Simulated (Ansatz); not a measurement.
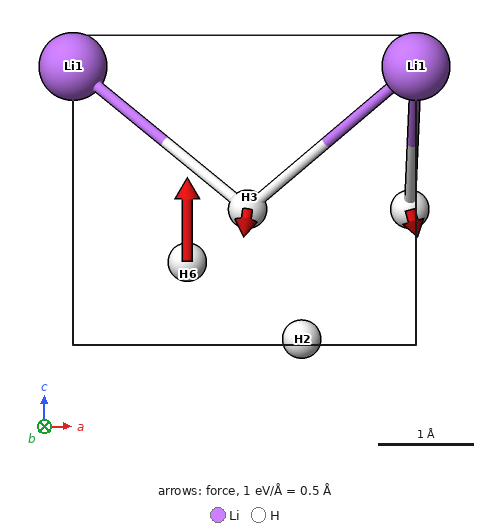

Starting geometry of solid LiH5 (a generated structure, set up in P3m1) (coarse preliminary run) with the computed forces as red arrows. A ball-and-stick model of the cell of the calculation, seen along the b axis.

All numbers below come from DFT PBE, scalar-relativistic, plane waves, PAW (Ansatz). Settings: plane-wave cutoff 420 eV; k-point mesh 6 × 6 × 6; occupations gaussian; smearing width 0.1 eV; no spin polarisation; cell and atoms relaxed; force threshold 0.04 eV/Å; at most 70 steps.

### Is this structure relaxed? If not, where do the atoms go?

It isn't relaxed: the largest force vector, on an H atom, is 1.80 eV/Å. The final displacements follow the starting forces only in part (cosine between the two patterns 0.75). The atom that moves furthest relative to the cell is an H atom (0.43 Å along +c). By element the largest moves are H 0.43 Å, Li 0.05 Å. Cell: a = b 4.169 → 3.536 Å (−15.2 %), c 3.262 → 2.844 Å (−12.8 %). Volume −37.3 %. Some distances before and after: H–Li 2.728 → 2.276 Å, H–Li 2.439 → 2.042 Å, H–Li 2.571 → 2.270 Å. The space group stays P3m1 (No. 156). Over 8 accepted moves (10 points after the start) the energy falls by 239 meV per atom. The largest force component goes from 1.8 to 0.0042 eV/Å. Pressure: −11.67 GPa at the start and 0.04 GPa at the end. At 2 points the geometry stayed and the basis and grid were re-selected for the new cell (energy shift of 1.4 meV per atom at most each time). Cost: 19 s on 1 thread of Arm Neoverse V2, on a shared host, peak memory 0.29 GiB.
